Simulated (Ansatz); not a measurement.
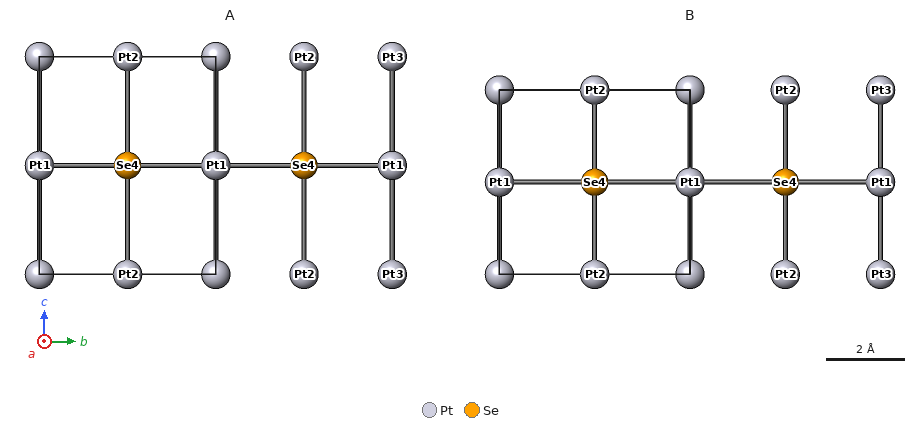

Two geometries of a crystal of Pt3Se2 (a generated structure, set up in P4/mmm) (coarse preliminary run), drawn at one scale. One is the start of a relaxation, the other its converged end. The picture is a ball-and-stick view of the cell of the calculation, repeated 1 × 2 × 1 with one cell outlined, seen along the a axis.

Computed with DFT PBE, scalar-relativistic, plane waves, PAW in Ansatz 0.2.0. (plane-wave cutoff 420 eV; k-point mesh 4 × 4 × 4; occupations gaussian; smearing width 0.1 eV; no spin polarisation; cell and atoms relaxed; force threshold 0.04 eV/Å; at most 70 steps)

Q: Which one is relaxed?

A: Structure B is the relaxed one. No atom moves by more than 0.005 Å relative to the cell. Cell: a = b 4.538 → 4.902 Å (+8.0 %), c 5.603 → 4.744 Å (−15.3 %). Volume −1.2 %. Among the contacts that change: Pt–Se 2.802 → 2.372 Å, Pt–Se 2.269 → 2.451 Å. The space group stays P4/mmm (No. 123). The energy falls by 432 meV per atom in 4 accepted moves (5 points after the start). All forces vanish by symmetry, so only the cell relaxes. The pressure goes from 1.24 to 0.12 GPa. The SCF was repeated once at an unchanged geometry on a basis and grid sized afresh for the cell, which shifted the energy by 0.2 meV per atom at most. The run took 78 s on 1 thread of Arm Neoverse N1 (shared host), peak memory 0.41 GiB.
